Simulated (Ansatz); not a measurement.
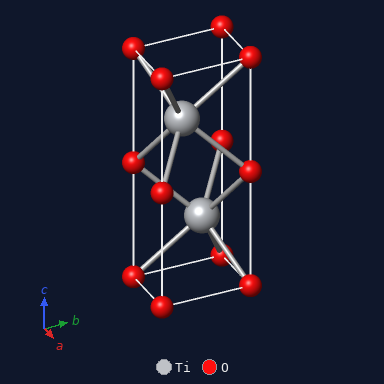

System: TiO, space group P6_3/mmc (No. 194). The picture shows the conventional cell.

Starting cell:
```
CELL_PARAMETERS angstrom
2.81877 0.00000 0.00000
-1.40938 2.44113 0.00000
0.00000 0.00000 5.45627
ATOMIC_POSITIONS crystal
Ti 0.33333 0.66667 0.25000
Ti 0.66667 0.33333 0.75000
O 0.00000 0.00000 0.00000
O 0.00000 0.00000 0.50000
```

Method: third-order Birch-Murnaghan fit to density functional energies at scaled volumes of the given relaxed cell, shape and atoms relaxed at each volume; energies count from the fitted minimum; plane waves with PAW datasets, Γ-centred k mesh (Ansatz 0.2.0). Level: PBEsol, no spin polarisation.

```tsv
setting	value
wave cutoff	420 eV
k mesh	18×18×8
occupations	Gaussian
smearing width	0.1 eV
```

Predict the energy above the minimum and pressure against volume. The volume takes the values 8.823, 9.105, 9.386, 9.668, 9.949 Å³/atom.

A third-order Birch–Murnaghan fit gives V0 = 9.39 Å³/atom, B0 = 253 GPa and B′ = 4.4. The energy above the minimum is 29.8 meV/atom at volume 8.823 Å³/atom and 24.0 meV/atom at 9.949 Å³/atom; the lowest computed point is at volume 9.386 Å³/atom (0.0 meV/atom), and no other minimum shows. The pressure falls from 17.90 GPa at volume 8.823 Å³/atom to −12.98 GPa at 9.949 Å³/atom, and changes sign near 9.39 Å³/atom. The solid is metallic at every point.

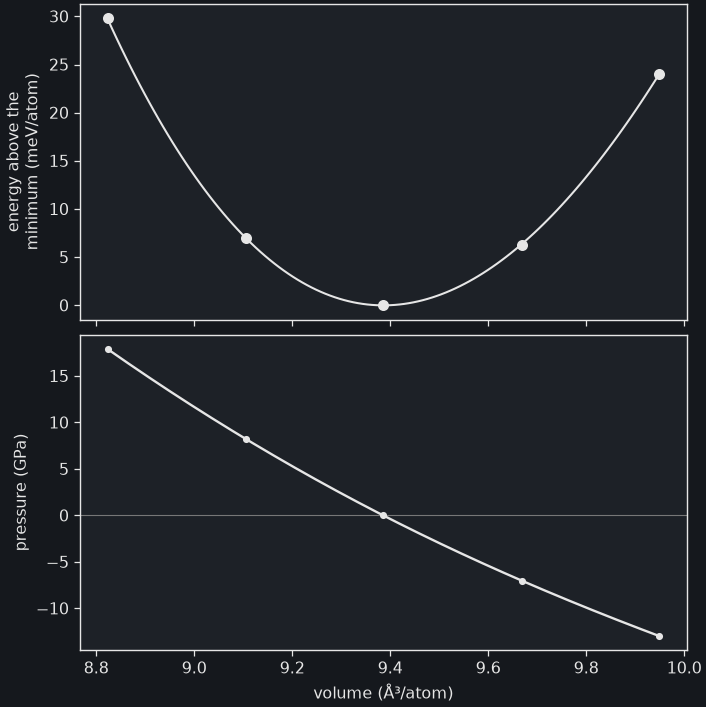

Keep in mind: no spin polarisation, a magnetic state may lie lower.
